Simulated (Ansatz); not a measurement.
## Geometry relaxation of Ru (part 2 of 2)

Continued. System: Ru (slab, 3 atoms in the cell). Method: DFT PBE, scalar-relativistic, plane waves, PAW, no spin polarisation (Ansatz 0.2.0); cutoff 420 eV, 12×12×1 k-mesh, Gaussian smearing of 0.1 eV. The structure derives from an entry of the Crystallography Open Database. The input holds or restrains some coordinates. Forces given for the steps count only the free coordinates.

Geometry of the input (Å; fractional positions):
```
2.7200  0.0000  0.0000
-1.3600  2.3556  0.0000
0.0000  0.0000  21.2968
Ru 0.3333  0.6667  0.3991
Ru 0.6667  0.3333  0.5000
Ru 0.3333  0.6667  0.6009
```

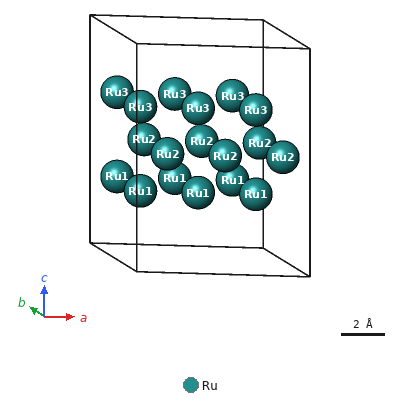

**Figure 1.** The geometry at step 2 of the log (spheres-only view of the 3 × 2 repeat of the cell, with the vacuum cut short, seen slightly off an axis; atoms are numbered from 1 in the order of the input).

### Output, continued
```
SCF iter   1: F=—  HF=-17634.065000 eV  |F-HF|=—  |Δ(HF+E_count)|=         —  Δρ=3.30e-3  dr2=6.80e-2  ethr=1.67e-3  p=0.001 e·Å  D=9.44e-4 V/Å  ΔV_dip=-0.02 eV  dr2_dipole=1.54e-2  V_vac-E_F(+/−)=4.93/4.95 eV  ⟨swp⟩=2.3  Hψ=977  notcnv=0  defer=8
efield: sawtooth ramp at fractional position 0.9500 (handed on by an earlier solve), width 0.1000; the density the first Hamiltonian is built on has a dipole p = 0.001 e·Å; the dipole correction subtracts the counter field D = 9.44e-4 V/Å, which shifts the + side's vacuum level by -0.02 eV against the − side's; the planar-averaged density in the ramp window peaks in size at 1.9e-6 e/Å³
preconditioner: auto → LDOS  [metal: Δε(μ)=0.095 eV  Ē_g=4.517 eV  σ=0.100 eV  W_gap=0.45  n_scr=14 (ndim 8)  ℏωp=15.6 eV  f_vac=0.625  D(μ)=2.34/eV (n_scr^D=10)  β→1.0]
SCF iter   2: F=—  HF=-17634.065033 eV  |F-HF|=—  |Δ(HF+E_count)|=   3.34e-5  Δρ=3.66e-3  dr2=7.13e-2  ethr=1.42e-4  p=0.001 e·Å  D=1.51e-3 V/Å  ΔV_dip=-0.03 eV  dr2_dipole=1.36e-2  V_vac-E_F(+/−)=4.91/4.95 eV  ⟨swp⟩=2.0  Hψ=819  notcnv=0  defer=8
SCF iter   3: F=—  HF=-17634.063184 eV  |F-HF|=—  |Δ(HF+E_count)|=   1.85e-3  Δρ=1.41e-3  dr2=1.11e-2  ethr=1.42e-4  p=0.000 e·Å  D=3.92e-4 V/Å  ΔV_dip=-0.01 eV  dr2_dipole=2.28e-3  V_vac-E_F(+/−)=4.94/4.94 eV  ⟨swp⟩=1.6  Hψ=596  notcnv=0  defer=8
SCF iter   4: F=—  HF=-17634.062679 eV  |F-HF|=—  |Δ(HF+E_count)|=   5.05e-4  Δρ=2.95e-4  dr2=2.82e-4  ethr=2.31e-5  p=0.000 e·Å  D=6.35e-4 V/Å  ΔV_dip=-0.01 eV  dr2_dipole=3.66e-5  V_vac-E_F(+/−)=4.93/4.94 eV  ⟨swp⟩=1.8  Hψ=706  notcnv=0  defer=8
SCF iter   5: F=—  HF=-17634.062631 eV  |F-HF|=—  |Δ(HF+E_count)|=   4.81e-5  Δρ=6.99e-5  dr2=4.88e-5  ethr=5.87e-7  p=0.000 e·Å  D=5.47e-4 V/Å  ΔV_dip=-0.01 eV  dr2_dipole=1.46e-5  V_vac-E_F(+/−)=4.93/4.94 eV  ⟨swp⟩=2.3  Hψ=870  notcnv=0  defer=8
SCF iter   6: F=-17634.062631 eV  HF=-17634.062634 eV  |F-HF|=2.51e-6  |Δ(HF+E_count)|=   2.91e-6  Δρ=2.33e-5  dr2=2.50e-6  ethr=2.66e-8  p=0.000 e·Å  D=4.67e-4 V/Å  ΔV_dip=-0.01 eV  dr2_dipole=1.17e-6  V_vac-E_F(+/−)=4.93/4.94 eV  ⟨swp⟩=9.6  Hψ=2691  notcnv=0
SCF 3 converged in 6 iterations: F = -17634.062631 eV  dr2 = 2.50e-6
relax step   3: F+E_penalty+E_count = -17634.06263102 eV  Δ(F+E_penalty+E_count) = -8.450e-3 eV  max|allowed force component| = 6.717e-2 eV/Å  Δτ_max = 0.0423 Å  (6 SCF iters, dr2 threshold 1.28e-5 eV, accepted)
SCF iter   1: F=—  HF=-17634.062774 eV  |F-HF|=—  |Δ(HF+E_count)|=         —  Δρ=1.83e-4  dr2=2.06e-4  ethr=6.83e-6  p=0.000 e·Å  D=4.67e-4 V/Å  ΔV_dip=-0.01 eV  dr2_dipole=7.28e-5  V_vac-E_F(+/−)=4.93/4.94 eV  ⟨swp⟩=1.9  Hψ=921  notcnv=0
efield: sawtooth ramp at fractional position 0.9500 (handed on by an earlier solve), width 0.1000; the density the first Hamiltonian is built on has a dipole p = 0.000 e·Å; the dipole correction subtracts the counter field D = 4.67e-4 V/Å, which shifts the + side's vacuum level by -0.01 eV against the − side's; the planar-averaged density in the ramp window peaks in size at 2.3e-6 e/Å³
preconditioner: auto → LDOS  [metal: Δε(μ)=0.093 eV  Ē_g=4.514 eV  σ=0.100 eV  W_gap=0.43  n_scr=14 (ndim 8)  ℏωp=15.6 eV  f_vac=0.625  D(μ)=2.25/eV (n_scr^D=10)  β→1.0]
SCF iter   2: F=—  HF=-17634.062766 eV  |F-HF|=—  |Δ(HF+E_count)|=   8.66e-6  Δρ=1.13e-4  dr2=5.73e-5  ethr=4.29e-7  p=0.000 e·Å  D=1.90e-4 V/Å  ΔV_dip=-0.00 eV  dr2_dipole=9.97e-6  V_vac-E_F(+/−)=4.94/4.94 eV  ⟨swp⟩=2.1  Hψ=887  notcnv=0
SCF iter   3: F=—  HF=-17634.062759 eV  |F-HF|=—  |Δ(HF+E_count)|=   6.52e-6  Δρ=5.87e-5  dr2=1.15e-5  ethr=1.19e-7  p=0.000 e·Å  D=1.74e-4 V/Å  ΔV_dip=-0.00 eV  dr2_dipole=2.08e-6  V_vac-E_F(+/−)=4.94/4.94 eV  ⟨swp⟩=2.0  Hψ=775  notcnv=0
SCF iter   4: F=—  HF=-17634.062758 eV  |F-HF|=—  |Δ(HF+E_count)|=   1.05e-6  Δρ=1.29e-5  dr2=2.76e-6  ethr=2.39e-8  p=0.000 e·Å  D=1.20e-4 V/Å  ΔV_dip=-0.00 eV  dr2_dipole=1.03e-6  V_vac-E_F(+/−)=4.94/4.94 eV  ⟨swp⟩=2.1  Hψ=786  notcnv=0
SCF iter   5: F=—  HF=-17634.062758 eV  |F-HF|=—  |Δ(HF+E_count)|=   1.41e-8  Δρ=5.76e-6  dr2=1.81e-7  ethr=5.74e-9  p=0.000 e·Å  D=8.45e-5 V/Å  ΔV_dip=-0.00 eV  dr2_dipole=7.02e-9  V_vac-E_F(+/−)=4.94/4.94 eV  ⟨swp⟩=1.8  Hψ=680  notcnv=0
SCF iter   6: F=-17634.062758 eV  HF=-17634.062758 eV  |F-HF|=1.12e-7  |Δ(HF+E_count)|=   4.03e-9  Δρ=4.02e-6  dr2=9.80e-8  ethr=2.08e-10  p=0.000 e·Å  D=4.29e-5 V/Å  ΔV_dip=-0.00 eV  dr2_dipole=4.14e-8  V_vac-E_F(+/−)=4.94/4.94 eV  ⟨swp⟩=7.9  Hψ=2444  notcnv=0
SCF 4 converged in 6 iterations: F = -17634.062758 eV  dr2 = 9.80e-8
relax step   4: F+E_penalty+E_count = -17634.06275810 eV  Δ(F+E_penalty+E_count) = -1.271e-4 eV  max|allowed force component| = 6.396e-4 eV/Å  Δτ_max = 0.0024 Å  (6 SCF iters, accepted)
SCF converged after 6 iterations
Free energy (F): -17634.062758 eV
Harris-Foulkes:  -17634.062758 eV  (|F-HF|=1.12e-7)
Internal energy: -17634.051500 eV  (E = F + TS)
E sigma→0 (E₀):  -17634.057129 eV
Entropy (-TS):   -0.011258 eV (-3.753 meV/atom)
Fermi energy:    3.674557 eV
Dipole field:    D = -0.000288 V/Å  (p = -0.000217 e·Å, saw-weighted, corrected)
Work function:   Φ+ = 4.9429 eV   Φ− = 4.9367 eV
Levels:          The Fermi level and band energies are counted from a zero that moves with the ramp; work functions are not
--- Per-component energies (eV) ---
  E_band       = -1109.340752
  E_kinetic    = 1538.944825
  E_local      = -63306.145858  (includes V_loc(G=0)·N_el)
  E_nonlocal   = 1030.964272
  E_hartree    = 30503.153561
  E_xc         = -568.533213
  E_vxc        = -713.344507  (∫ρ·V_xc dr)
  E_paw        = -10382.810903  (= ΣΔE_a)
  E_vpaw       = -666.076929  (= ΣTr[D̂ρ^β])
  E_aug_tail   = -0.000549  (compensation charges beyond the density's cutoff)
  E_efield     = 0.000000  (sawtooth field / dipole correction)
  E_vefield    = -0.001052  (∫n·V_field dr)
  E_ewald      = 23550.376365
  E_smearing   = -0.011258  (= −TS)
  E_closure    = -0.000000  (closes the sum)
  Σ components = -17634.062758   (vs F -17634.062758, Δ=0.00e0)
--- Forces (eV/Å), atoms counted from 1 ---
  atom   1  Ru     0.00000000     0.00000000     0.00088763
  atom   2  Ru     0.00000000     0.00000000    -0.00063957
  atom   3  Ru     0.00000000     0.00000000    -0.00007781
  max |Σ_I F_I| component: 1.70e-4 eV/Å
--- Band table (eV; the first three rows and the last of 19) ---
  k-point 0: bands = ["-69.8314", "-69.2047", "-69.1909", "-40.0876", "-39.4193", "-39.4193", "-39.2428", "-38.9758", "-38.7851", "-38.7851", "-38.7752", "-38.7752", "-3.7070", "-2.4311", "-2.0116", "0.5992", "0.5992", "1.0409", "1.0409", "1.1918", "1.3258", "1.7002", "1.7002", "2.8400", "2.8400", "3.2518", "4.1869", "4.1869", "4.7144"]
  k-point 1: bands = ["-69.8240", "-69.1981", "-69.1851", "-40.0729", "-39.4892", "-39.4317", "-39.2144", "-38.9892", "-38.8232", "-38.8218", "-38.7964", "-38.7854", "-3.4628", "-2.2315", "-1.7684", "0.3849", "0.6396", "0.7836", "1.1309", "1.1448", "1.4687", "1.6731", "1.8886", "2.6978", "2.7954", "2.9305", "3.6836", "4.1477", "4.6904"]
  k-point 2: bands = ["-69.8038", "-69.1801", "-69.1693", "-40.0334", "-39.6454", "-39.4656", "-39.1715", "-39.0420", "-38.9525", "-38.9043", "-38.8273", "-38.8132", "-2.8259", "-1.7672", "-1.2094", "-0.0182", "0.0654", "0.8399", "1.3022", "1.3139", "1.4125", "1.7579", "2.0525", "2.4274", "2.6508", "2.8525", "3.5806", "4.0589", "4.8908"]
  k-point 18: bands = ["-69.7062", "-69.0933", "-69.0931", "-40.0015", "-39.9384", "-39.8661", "-39.2762", "-39.2735", "-39.2322", "-39.1313", "-39.1281", "-39.0283", "-1.6569", "-1.0004", "-0.5997", "-0.5120", "-0.4215", "1.0547", "1.3877", "1.4185", "1.4424", "1.4489", "2.5636", "4.0898", "4.1080", "4.1906", "4.7493", "11.0777", "11.1616"]
--- Relaxed structure (4 steps of the walk, 4 accepted, 0 SCFs on fresh bases) ---
  F+E_penalty+E_count = -17634.06275810 eV   max|allowed force component| = 6.396e-4 eV/Å
  atoms:
    - { symbol: Ru, position: [0.33333333333333337, 0.6666666666666667, 0.39912156640000007] }
    - { symbol: Ru, position: [0.6666666666666666, 0.33333333333333337, 0.49643271738087885] }
    - { symbol: Ru, position: [0.33333333333333337, 0.6666666666666667, 0.5937407863189674] }
```

### Trajectory as extended XYZ (Å, eV, eV/Å), 4 frames, from step=1 to step=4
```
3
Lattice="2.7200 0.0000 0.0000 -1.3600 2.3556 0.0000 0.0000 0.0000 21.2968" Properties=species:S:1:pos:R:3:forces:R:3 step=1 energy=-17633.98899
Ru    0.0000    1.5704    8.5000    0.0000   0.0000   0.9300
Ru    1.3600    0.7852   10.6484    0.0000   0.0000  -0.0001
Ru    0.0000    1.5704   12.7968    0.0000   0.0000  -0.9303
3
Lattice="2.7200 0.0000 0.0000 -1.3600 2.3556 0.0000 0.0000 0.0000 21.2968" Properties=species:S:1:pos:R:3:forces:R:3 step=2 energy=-17634.05418
Ru    0.0000    1.5704    8.5000    0.0000   0.0000  -0.1818
Ru    1.3600    0.7852   10.5629    0.0000   0.0000  -0.2719
Ru    0.0000    1.5704   12.6006    0.0000   0.0000   0.4521
3
Lattice="2.7200 0.0000 0.0000 -1.3600 2.3556 0.0000 0.0000 0.0000 21.2968" Properties=species:S:1:pos:R:3:forces:R:3 step=3 energy=-17634.06263
Ru    0.0000    1.5704    8.5000    0.0000   0.0000   0.0207
Ru    1.3600    0.7852   10.5748    0.0000   0.0000  -0.0672
Ru    0.0000    1.5704   12.6429    0.0000   0.0000   0.0466
3
Lattice="2.7200 0.0000 0.0000 -1.3600 2.3556 0.0000 0.0000 0.0000 21.2968" Properties=species:S:1:pos:R:3:forces:R:3 step=4 energy=-17634.06276
Ru    0.0000    1.5704    8.5000    0.0000   0.0000   0.0009
Ru    1.3600    0.7852   10.5724    0.0000   0.0000  -0.0006
Ru    0.0000    1.5704   12.6448    0.0000   0.0000  -0.0001
```

### Key numbers

```csv
quantity,value
outcome,converged under the restraints of the input
electrons treated,48
free energy,−17634.0628 eV
"work function, top face",4.94 eV
"work function, bottom face",4.94 eV
Fermi energy,3.675 eV
gap on the k-point mesh,none (metallic)
final volume,136.46 Å³
work function (upper face),4.94 eV
"largest force (length of the vector) at the end, held atoms and coordinates included",0.001 eV/Å
hardware,"1 thread of Arm Neoverse V2, 24 GiB of memory available, shared host"
wall time,23 s
peak memory,0.35 GiB
```
